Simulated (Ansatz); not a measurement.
Zr$_{16}$HS$_{32}$ (cell charge +1, with a compensating background) (cell with a defect), 49 atoms, a = 11.86 Å, b = 11.86 Å, c = 11.86 Å, α = 103.18°, β = 110.55°, γ = 114.90°.

Method: DFT PBE, scalar-relativistic, plane waves, PAW (Ansatz 0.2.0).

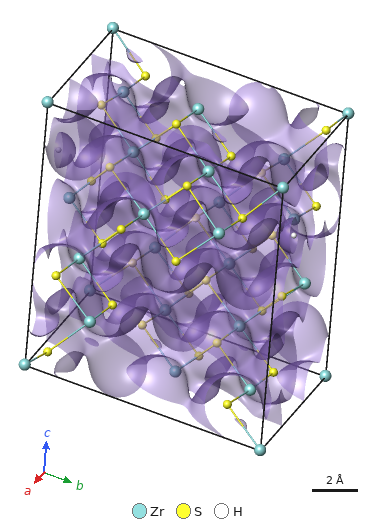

Zr$_{16}$HS$_{32}$ (cell charge +1, with a compensating background) (cell with a defect). Isosurface of the valence electron density at 0.1 e/Å³ (purple), seen slightly off an axis. Sticks mark near contacts.

Core electrons are frozen (PAW), and the valence fields are smoothed inside the atomic spheres.

> Which contacts does the surface bridge?

At this value the density is joined into sheets; it holds about 95 % of the electrons treated as valence (semicore included). It bridges the shortest Zr–S (2.54 Å) and Zr–S (2.58 Å) contacts, where the density stays above the isovalue. It is pinched off along the shortest S–H (2.77 Å) contacts. On the grid the lowest density along these lines, outside the cores, is 0.46 e/Å³ (Zr–S, 2.54 Å), 0.08 e/Å³ (S–H, 2.77 Å) and 0.42 e/Å³ (Zr–S, 2.58 Å).

> Metal or insulator at this level of theory?

It is gapped, with a Kohn–Sham gap of 0.29 eV on the k-point mesh (the band edges may lie off the mesh, which would make the gap smaller).
